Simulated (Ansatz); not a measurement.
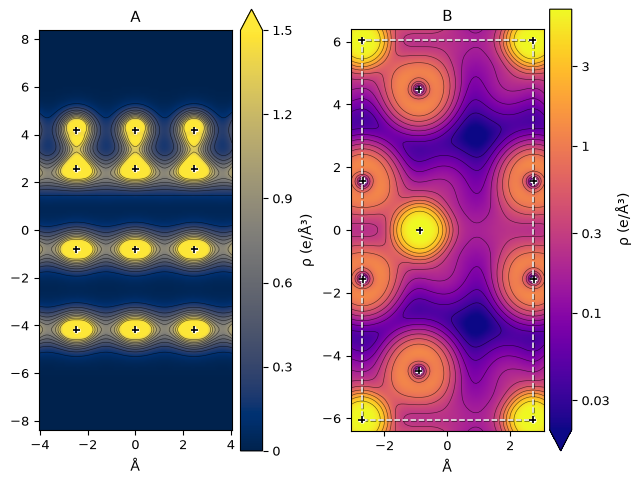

The valence pseudo-density of 2 systems, each on a plane through atoms (crosses mark nuclei in the plane).

Level of theory: DFT PBE+D3(BJ), scalar-relativistic, plane waves, PAW (Ansatz 0.2.0).

System 1: C (slab), the (11̄0) plane of the calculation cell, a cut from vacuum to vacuum. 

```
C
1.0
     2.46498    0.00000    0.00000
    -1.23249    2.13474    0.00000
     0.00000    0.00000   25.73843
C
7
Direct
  0.00000 0.00000 0.33025
  0.33333 0.66667 0.33025
  0.00000 0.00000 0.46112
  0.66667 0.33333 0.46119
  0.00000 0.00000 0.59203
  0.33333 0.66667 0.58380
  0.00000 0.00000 0.65463
```

System 2: MoS₂, the (100) plane of the conventional cell. Space group C2/c; a structure from a database of computed crystals, not necessarily the ambient phase; computed without spin polarisation.

```
Mo S
1.0
    -3.14924    0.00000    0.00000
     0.00000   -5.45464    0.00000
     0.36277    0.00000   12.09248
Mo S
4 8
Direct
  0.50000 0.83072 0.25000
  0.00000 0.33072 0.25000
  0.00000 0.66928 0.75000
  0.50000 0.16928 0.75000
  0.01396 0.66405 0.37947
  0.51396 0.16405 0.37947
  0.51396 0.83595 0.87947
  0.01396 0.33595 0.87947
  0.98604 0.66405 0.12053
  0.48604 0.16405 0.12053
  0.48604 0.83595 0.62053
  0.98604 0.33595 0.62053
```

### Which map belongs to which system?

Panel A is system 1, C: the plane holds C. C–C (1.61 Å): ρ at the midpoint is about 1.3 e/Å³. Panel B is system 2, MoS₂: the plane holds Mo and S. Mo–S (2.40 Å): ρ at the midpoint is about 0.61 e/Å³.
